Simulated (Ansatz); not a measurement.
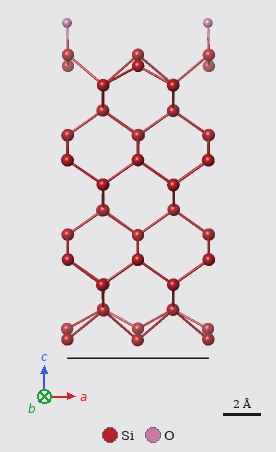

This is the input geometry for a relaxation of a slab of composition Si48O. The picture is a ball-and-stick view of the cell of the calculation, outlined in the plane, without the vacuum (origin shifted), seen along the b axis.

Level of theory: Ansatz 0.2.0, DFT, PBEsol, PAW, plane waves.

Input
```yaml
crystal:
  lattice:
    - [5.432790, 5.432790, 0.000000]
    - [-5.432790, 5.432790, 0.000000]
    - [0.000000, 0.000000, 28.940171]
  atoms:
    - { symbol: Si, position: [0.997117, 0.094015, 0.231078] }
    - { symbol: Si, position: [0.998778, 0.995534, 0.428830] }
    - { symbol: Si, position: [0.998264, 0.999486, 0.616971] }
    - { symbol: Si, position: [0.495802, 0.409396, 0.252118] }
    - { symbol: Si, position: [0.502808, 0.505210, 0.429980] }
    - { symbol: Si, position: [0.497481, 0.500466, 0.616618] }
    - { symbol: Si, position: [0.248375, 0.998136, 0.288305] }
    - { symbol: Si, position: [0.252048, 0.994233, 0.476804] }
    - { symbol: Si, position: [0.247381, 0.001757, 0.663075] }
    - { symbol: Si, position: [0.750521, 0.498046, 0.289549] }
    - { symbol: Si, position: [0.744865, 0.502703, 0.475388] }
    - { symbol: Si, position: [0.751745, 0.498590, 0.664118] }
    - { symbol: Si, position: [0.999576, 0.408995, 0.252743] }
    - { symbol: Si, position: [0.999596, 0.504068, 0.429029] }
    - { symbol: Si, position: [0.006229, 0.501614, 0.617251] }
    - { symbol: Si, position: [0.498228, 0.094263, 0.232292] }
    - { symbol: Si, position: [0.499859, 0.997524, 0.429846] }
    - { symbol: Si, position: [0.501806, 0.003937, 0.617507] }
    - { symbol: Si, position: [0.246078, 0.501616, 0.288875] }
    - { symbol: Si, position: [0.254194, 0.501227, 0.476613] }
    - { symbol: Si, position: [0.251132, 0.500330, 0.663932] }
    - { symbol: Si, position: [0.754382, 0.997007, 0.287201] }
    - { symbol: Si, position: [0.754335, 0.998317, 0.475973] }
    - { symbol: Si, position: [0.748261, 0.996738, 0.663776] }
    - { symbol: Si, position: [0.249262, 0.746972, 0.335294] }
    - { symbol: Si, position: [0.250254, 0.752308, 0.523078] }
    - { symbol: Si, position: [0.248969, 0.748754, 0.710758] }
    - { symbol: Si, position: [0.754894, 0.248088, 0.336445] }
    - { symbol: Si, position: [0.753240, 0.253277, 0.523989] }
    - { symbol: Si, position: [0.754566, 0.250481, 0.711211] }
    - { symbol: Si, position: [0.998664, 0.252897, 0.382077] }
    - { symbol: Si, position: [0.998103, 0.249415, 0.570822] }
    - { symbol: Si, position: [0.999324, 0.160338, 0.768792] }
    - { symbol: Si, position: [0.502457, 0.749057, 0.382441] }
    - { symbol: Si, position: [0.500009, 0.744878, 0.569679] }
    - { symbol: Si, position: [0.502374, 0.653542, 0.747735] }
    - { symbol: Si, position: [0.250015, 0.248871, 0.335698] }
    - { symbol: Si, position: [0.251829, 0.246242, 0.524168] }
    - { symbol: Si, position: [0.249595, 0.252056, 0.712163] }
    - { symbol: Si, position: [0.745059, 0.746845, 0.334945] }
    - { symbol: Si, position: [0.749082, 0.747131, 0.524130] }
    - { symbol: Si, position: [0.750873, 0.747351, 0.711462] }
    - { symbol: Si, position: [0.998854, 0.748605, 0.382776] }
    - { symbol: Si, position: [0.999712, 0.746992, 0.570156] }
    - { symbol: Si, position: [0.000232, 0.840797, 0.747816] }
    - { symbol: Si, position: [0.501494, 0.249717, 0.383202] }
    - { symbol: Si, position: [0.495571, 0.244688, 0.570542] }
    - { symbol: Si, position: [0.502411, 0.337332, 0.768594] }
    - { symbol: O, position: [0.495144, 0.342571, 0.828711] }
kpoints:
  mp_grid: { grid: [3, 3, 1] }
hamiltonian:
  xc: pbesol
scf:
  occupations: { method: fermi_dirac, width: 0.01 }
relax:
  f_tol: 0.03
  max_steps: 80
  escape_saddle: false
  adjacent_minimum: "off"
output:
  forces: true
  eigenvalues: true
  populations: true
```

Run as
```bash
ansatz run in.yaml --threads 8 --pin off --max-ram 118750MiB --runs-dir r --events-out ev --progress --plain --backend cuda --devices 0, --max-vram 170GiB
```

What does the optimiser find from here?

The largest move relative to the layer's centre is that of Si33, 1.02 Å at 17° to the normal (−c side). Largest moves by element: Si 1.02 Å, O 0.49 Å. The lattice vectors keep their values. Near-neighbour distances that change, for instance: Si24–Si33 3.813 → 3.024 Å, Si9–Si33 3.805 → 3.024 Å, Si4–Si28 3.384 → 3.017 Å, Si33–Si39 2.623 → 2.319 Å. Bond angles that change, for instance: Si33–Si30–Si48 101.2° → 128.1°, Si33–Si39–Si48 102.8° → 128.1°, Si30–Si33–Si39 93.3° → 117.7°. The energy falls by 3.860 eV per cell of the calculation in 16 geometry steps. The largest force component goes from 5.1 to 0.0058 eV/Å.

Step by step:

| step | E − E(0), meV/atom | largest force component, eV/Å |
| --- | --- | --- |
| 0 | 0.00 | 5.1246 |
| 1 | -39.82 | 3.5366 |
| 2 | -63.64 | 0.5903 |
| 3 | -70.07 | 0.3147 |
| 4 | -72.16 | 0.3546 |
| 5 | -72.66 | 0.3219 |
| 6 | -72.92 | 0.1907 |
| 7 | -73.29 | 0.1779 |
| 8 | -73.76 | 0.2063 |
| 9 | -74.53 | 0.2589 |
| 10 | -75.71 | 0.2744 |
| 11 | -77.37 | 0.1634 |
| 12 | -78.28 | 0.1871 |
| 13 | -78.44 | 0.6168 |
| 14 | -78.70 | 0.2566 |
| 15 | -78.75 | 0.0379 |
| 16 | -78.77 | 0.0058 |

After the run, drawn alike:

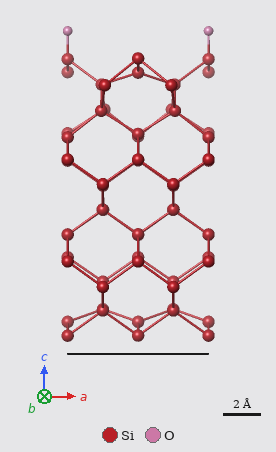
